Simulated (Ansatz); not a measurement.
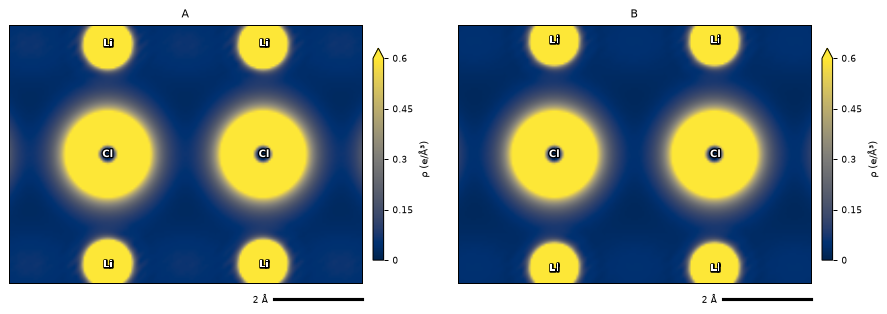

LiCl. The valence pseudo-density of two cells that differ in size, on the (011̄) plane of each (indices in the axes of the calculation cell), at one length scale and on one colour scale: B has 17.6 Å³ an atom and A 16.1.

Theory: Ansatz 0.2.0, DFT PBE, scalar-relativistic, plane waves, PAW.

Core electrons are frozen (PAW), and the valence fields are smoothed inside the atomic spheres.

The larger cell:

```
Li Cl
1.0
     0.00000    2.60063    2.60063
     2.60063    0.00000    2.60063
     2.60063    2.60063    0.00000
Li Cl
1 1
Cartesian
  0.0000 0.0000 0.0000
  2.6006 2.6006 2.6006
```

The smaller cell: a = 3.567 Å, b = 3.567 Å, c = 3.567 Å, α = 60.00°, β = 60.00°, γ = 60.00°.

Q: What does the compression do to the bonding and the properties?

A: From the larger cell to the smaller, Li–Cl goes from 2.60 to 2.52 Å, and the density at its midpoint from 0.2 to 0.23 e/Å³; the pressure goes from −0.9 to 2.3 GPa; the Kohn–Sham gap goes from 6.1 eV to 6.6 eV.
